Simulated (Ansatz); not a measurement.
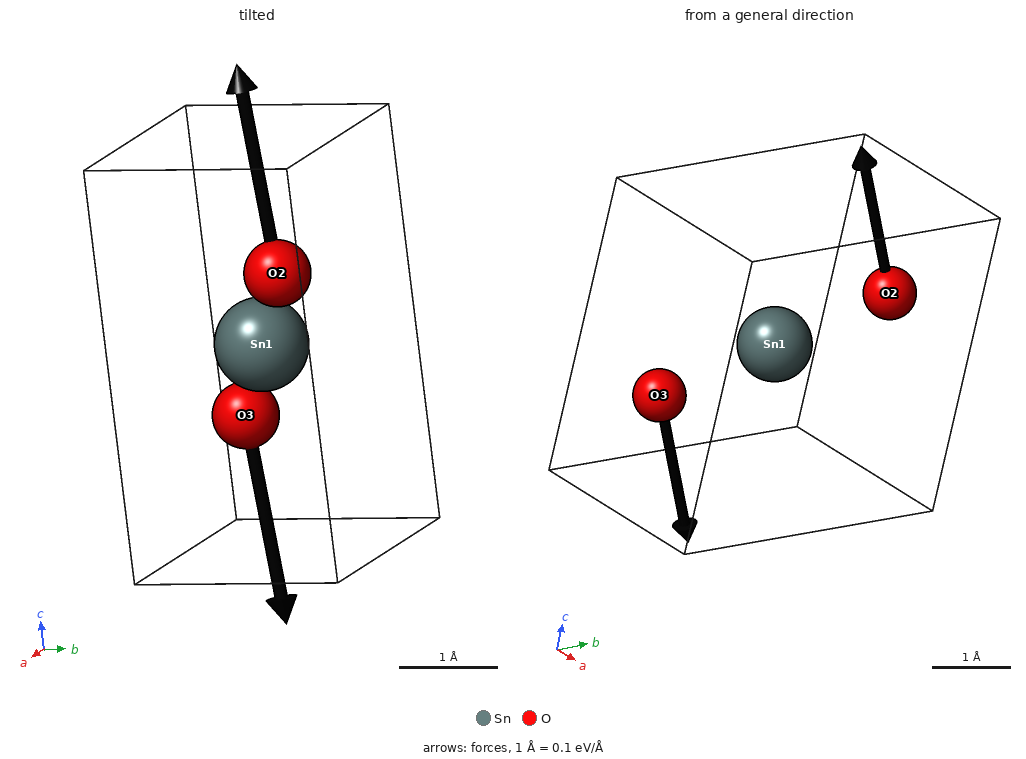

Spheres-only representation of a periodic structure, projected slightly off an axis and from a general direction. The lines enclose the cell (the run's own, in a reduced setting); boundary atoms appear with their images. The arrows are the computed forces on the atoms.

System: SnO2. Run with DFT PBEsol, scalar-relativistic, plane waves, PAW in Ansatz and these settings: plane waves to 420 eV, k-points about 0.19 Å⁻¹ apart, Gaussian smearing of 0.05 eV, no spin polarisation.

Q: Is the structure at a minimum of the energy?

A: No. The atoms still feel forces of up to about 0.19 eV/Å, above a usual threshold of 0.01 to 0.03 eV/Å.

Q: Which atom has the biggest force on it?

A: O2 and O3, about 0.19 eV/Å.

Provenance: a structure listed in the Materials Project. The cell was then strained or its atoms displaced on purpose. Ansatz was used for an electronic-structure calculation on it.
